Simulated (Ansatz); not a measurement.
## Electronic structure of Si in real space

Input

```
crystal:
  lattice:
    - [-3.3236145453, 3.3236145453, -3.3236145453]
    - [-3.3236145453, -3.3236145453, 3.3236145453]
    - [0.0, 6.6472290906, 6.6472290906]
  atoms:
    - { symbol: Si, position: [0.8993001741, 0.8993001741, 0.1006998259] }
    - { symbol: Si, position: [0.3993001741, 0.3993001741, 0.6006998259] }
    - { symbol: Si, position: [0.25, 0.9513996518, 0.25] }
    - { symbol: Si, position: [0.75, 0.4513996518, 0.75] }
    - { symbol: Si, position: [0.6493001741, 0.1493001741, 0.1493001741] }
    - { symbol: Si, position: [0.1493001741, 0.6493001741, 0.6493001741] }
    - { symbol: Si, position: [0.7013996518, 0.5, 0.0] }
    - { symbol: Si, position: [0.2013996518, 0.0, 0.5] }
    - { symbol: Si, position: [0.6006998259, 0.6006998259, 0.3993001741] }
    - { symbol: Si, position: [0.1006998259, 0.1006998259, 0.8993001741] }
    - { symbol: Si, position: [0.25, 0.5486003482, 0.25] }
    - { symbol: Si, position: [0.75, 0.0486003482, 0.75] }
    - { symbol: Si, position: [0.8506998259, 0.3506998259, 0.3506998259] }
    - { symbol: Si, position: [0.3506998259, 0.8506998259, 0.8506998259] }
    - { symbol: Si, position: [0.2986003482, 0.5, 0.0] }
    - { symbol: Si, position: [0.7986003482, 1.0, 0.5] }
basis:
  ecutwfc: 500
kpoints:
  mp_grid: { grid: [7, 7, 4] }
hamiltonian:
  xc: r2scan
scf:
  occupations: { method: gaussian, width: 0.15 }
output:
  forces: true
  stress: true
  eigenvalues: true
  write_density: true
  write_potential: true
  elf: true
  volumetric_format: npy
```

Command:

```sh
ansatz run input.yaml --threads 2 --pin off --max-ram 5120MiB --backend cpu --events-out ev --progress --plain --runs-dir out
```

Space group Ia-3.

Computed with DFT r2SCAN, scalar-relativistic, plane waves, PAW in Ansatz.

The density is the valence pseudo-density of a PAW calculation; it isn't the true density close to the nuclei.

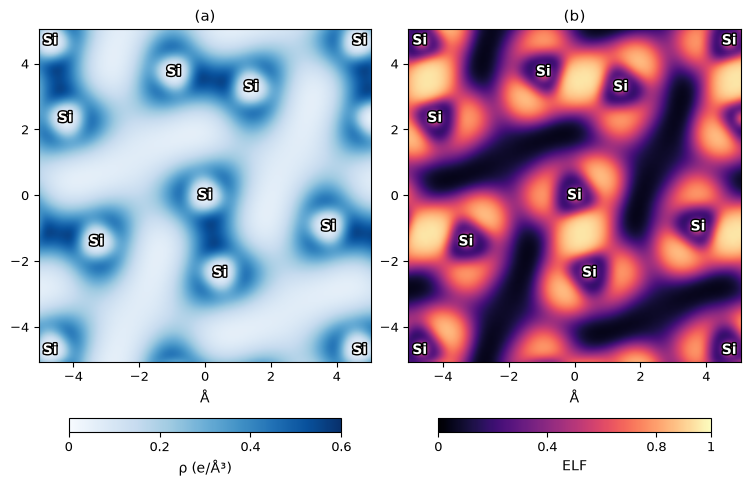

Figure 1. (a) valence pseudo-density; (b) ELF on the (110) plane of the calculation cell.

What do the fields say about this system?

The plane passes through Si nuclei.
Si–Si (2.39 Å): ρ at the midpoint is about 0.54 e/Å³; the ELF peaks at about 0.95 between the atoms.
Between the atoms the lowest density in this plane is 0.06 e/Å³.

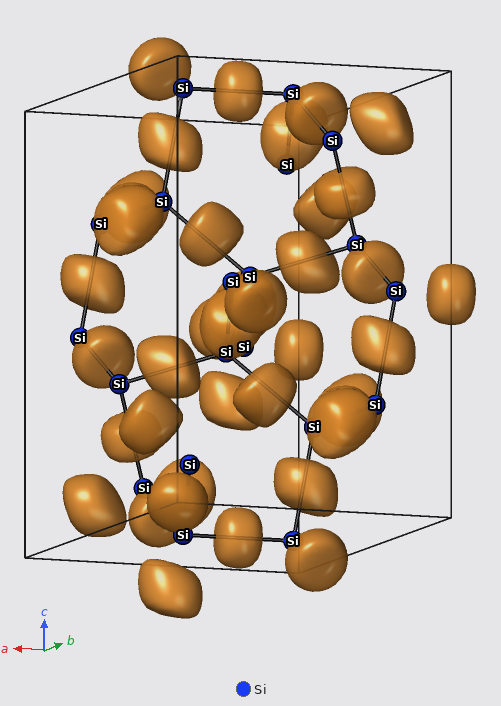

Figure 2. Isosurface of the ELF at 0.8 (orange), seen at an oblique angle. Core shells and regions of very low density are left out. Sticks mark near contacts.

What do the ELF domains correspond to?

The ELF exceeds this value in 32 regions between bonded Si–Si atoms, counted in one cell of 16 atoms. Any copies at cell faces, edges or corners count once. Profiles from the grid: Si–Si (2.32 Å): the ELF peaks at about 0.95 between the atoms.

Does the calculation give a band gap?

It is metallic or semimetallic at this level of theory: no gap opens.
